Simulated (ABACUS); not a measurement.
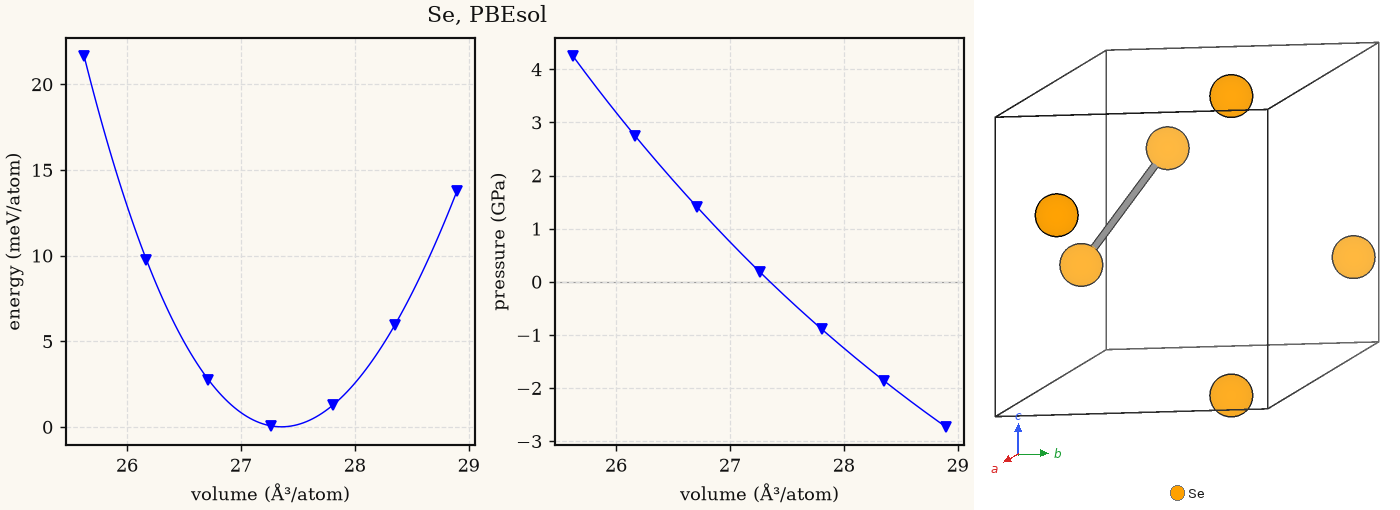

The figure shows the energy and pressure against volume for Se, space group P3_121 (No. 152). The conventional cell is drawn beside the plot.

Cell as given: a = 4.366 Å, b = 4.366 Å, c = 4.954 Å, α = 90.00°, β = 90.00°, γ = 120.00°; 3 atoms.

Calculation (ABACUS 3.10.1): DFT in plane waves or numerical atomic orbitals with pseudopotentials, no spin polarisation; energies at scaled volumes of the given cell, shape and fractions fixed, counted from the fit's minimum, third-order Birch-Murnaghan fit. Level: PBEsol.

- k mesh: 7×7×6
- occupations: Fermi–Dirac
- smearing width: 0.05 eV
- potentials: PseudoDojo NC SR 0.4.1 PBEsol standard
- wave cutoff: 1184 eV
- density cutoff: 4735 eV
- program settings: basis pw

**Give the fitted equation-of-state parameters.**

A third-order Birch–Murnaghan fit gives V0 = 27.36 Å³/atom, B0 = 56.1 GPa and B′ = 4.4.

**What does the pressure do across the range?**

It falls from 4.24 GPa at volume 25.63 Å³/atom to −2.73 GPa at 28.90 Å³/atom, and changes sign near 27.36 Å³/atom.

Note: shape and atomic fractions are frozen while scaling, which makes layered, chain and framework solids too stiff.
